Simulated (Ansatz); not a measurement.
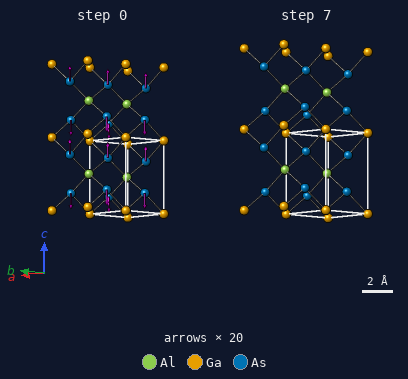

The structure of crystalline AlGaAs2 (a generated structure, set up in P-4m2) (coarse preliminary run) before (left) and after (right) a relaxation, at one scale. The purple arrows give the displacements (the part carried along by the change of the cell is left out), 20 times their true length.

Style: ball-and-stick. Shown: the cell of the calculation, repeated 1 × 2 × 2 with one cell outlined, from a free direction.

Case: N → As on all its sites, cell and atoms relaxed.

Level of theory: DFT LDA, scalar-relativistic, plane waves, PAW (Ansatz).

Input
```yaml
crystal:
  lattice:
    - [3.5995275633, 0.0, 0.0]
    - [0.0, 3.5995275633, 0.0]
    - [0.0, 0.0, 5.0658318495]
  atoms:
    - { symbol: Al, position: [0.5, 0.5, 0.5] }
    - { symbol: Ga, position: [0.0, 0.0, 0.0] }
    - { symbol: As, position: [0.5, 0.0, 0.7400513254] }
    - { symbol: As, position: [0.0, 0.5, 0.2599486746] }
basis:
  ecutwfc: 420
kpoints:
  mp_grid: { grid: [6, 6, 4] }
hamiltonian:
  xc: lda
scf:
  occupations: { method: gaussian, width: 0.1 }
output:
  forces: true
  stress: true
  eigenvalues: true
relax:
  adjacent_minimum: "off"
  f_tol: 0.05
  max_steps: 60
  cell: { stress_tol: 0.5 }
```

Run as
```bash
ansatz run input.yaml --threads 1 --pin off --max-ram 2560MiB --backend cpu --events-out ev --progress --plain --runs-dir out
```

What changed between the two?

After 5 accepted moves (7 points after the start) the energy has fallen by 2.429 eV per cell of the calculation. Largest force component: 1.2 eV/Å at the start, 0.0012 eV/Å at the end. Pressure: 43.08 GPa at the start and 0.06 GPa at the end. At 2 points the geometry stayed and the basis and grid were re-selected for the new cell (energy shift of 34.4 meV per cell of the calculation at most each time). The largest moves relative to the cell, 0.057 Å, are those of As3 and As4. As3 goes along +c. Ga and Al stay in place. The volume changes by +34.9 %, with a = b 3.600 → 3.976 Å (+10.5 %), c 5.066 → 5.601 Å (+10.6 %). Near-neighbour distances that change, for instance: Al1–As3 2.172 → 2.432 Å, Ga2–As3 2.230 → 2.431 Å. Among the angles between lasting bonds that change: As3–Al1–As3 111.9° → 109.6°, Al1–As3–Al1 111.9° → 109.6°, Ga2–As3–Ga2 107.6° → 109.7°. The space group stays P-4m2 (No. 115).
